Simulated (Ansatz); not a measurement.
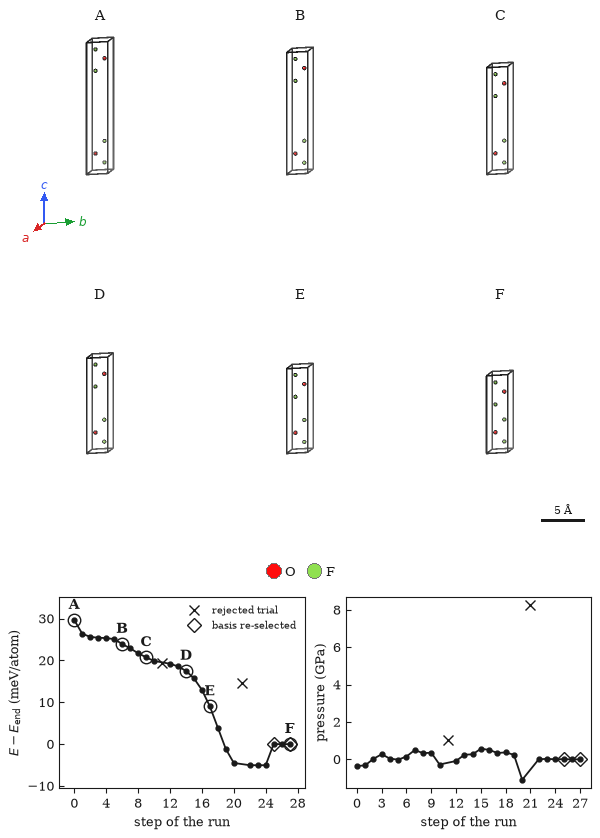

Frames of a relaxation of crystalline OF2 (built on the MoS2-164 type type), marked on the history of the run. The picture is a ball-and-stick view of the cell of the calculation, seen slightly off an axis.

Theory: Ansatz, DFT, r2SCAN+rVV10, plane waves, PAW. Settings: plane-wave cutoff 500 eV; k-point mesh 12 × 12 × 2; occupations fermi dirac; smearing width 0.03 eV; no spin polarisation; cell and atoms relaxed; force threshold 0.01 eV/Å; at most 120 steps.

### What happens along the run?

The largest moves relative to the cell, 1.55 Å, are those of F atoms. By element the largest moves are F 1.55 Å, O 0.98 Å. The drawn cell changes as follows: a = b 2.630 → 2.590 Å (−1.5 %), c 15.983 → 9.423 Å (−41.0 %); the volume changes by −42.9 %. The space group (tolerance 0.01 Å) goes from P-3m1 (No. 164) to P6_3/mmc (No. 194). After 23 accepted moves (27 points after the start) the energy has fallen by 29.7 meV per atom. The largest force component goes from 0.16 to 0.00056 eV/Å. The pressure goes from −0.36 to 0.00 GPa. The line search rejected the trial steps at points 11, 21 of the run. At 2 points the geometry stayed and the basis and grid were re-selected for the new cell (energy shift of 5.1 meV per atom at most each time). From step 0 to 6: F atoms move most (0.29 Å), volume −10.7 %, energy −5.7 meV per atom. From step 6 to 9: F atoms move most (0.47 Å), volume −12.7 %, energy −3.2 meV per atom. From step 9 to 14: F atoms move most (0.39 Å), volume −10.7 %, energy −3.2 meV per atom. From step 14 to 17: F atoms move most (0.37 Å), volume −10.8 %, energy −8.5 meV per atom. From step 17 to 27: F atoms move most (0.37 Å), volume −8.1 %, energy −9.0 meV per atom.
